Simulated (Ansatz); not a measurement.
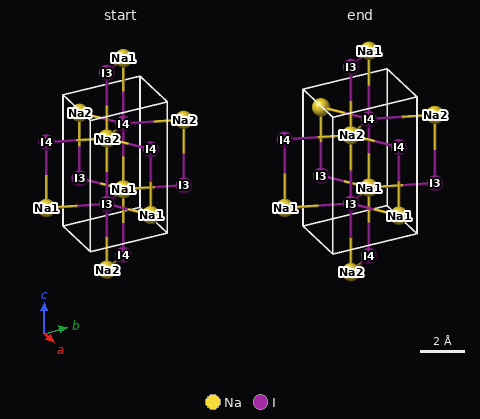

The structure of a crystal of NaI (built on the h-MgO (five-fold) type) before (left) and after (right) a relaxation, at one scale.

Style: ball-and-stick. Shown: the cell of the calculation, slightly off an axis.

Method: Ansatz, DFT, PBE, plane waves, PAW.

Input
```yaml
crystal:
  lattice:
    - [5.0085628852, 0.0, 0.0]
    - [-2.5042814426, 4.337542695, 0.0]
    - [0.0, 0.0, 6.2603709]
  atoms:
    - { symbol: Na, position: [0.3333333333, 0.6666666667, 0.25] }
    - { symbol: Na, position: [0.6666666667, 0.3333333333, 0.75] }
    - { symbol: I, position: [0.6666666667, 0.3333333333, 0.25] }
    - { symbol: I, position: [0.3333333333, 0.6666666667, 0.75] }
kpoints:
  mp_grid: { grid: [6, 6, 4] }
hamiltonian:
  xc: pbe
scf:
  occupations: { method: fermi_dirac, width: 0.02 }
relax:
  f_tol: 0.005
  cell: {}
```

Q: Describe what moved and what it gained.

A: No atom moves by more than 0.005 Å relative to the cell. Cell: a = b 5.009 → 5.468 Å (+9.2 %), c 6.260 → 6.529 Å (+4.3 %). Volume +24.3 %. Some distances before and after: Na1–I3 2.892 → 3.157 Å, Na1–I4 3.130 → 3.265 Å. The space group stays P6_3/mmc (No. 194). Over 5 accepted moves (7 points after the start) the energy falls by 0.382 eV per cell of the calculation. All forces vanish by symmetry, so only the cell relaxes. Pressure: 4.35 GPa at the start and 0.01 GPa at the end. At 2 points the geometry stayed and the basis and grid were re-selected for the new cell (energy shift of 4.3 meV per cell of the calculation at most each time).
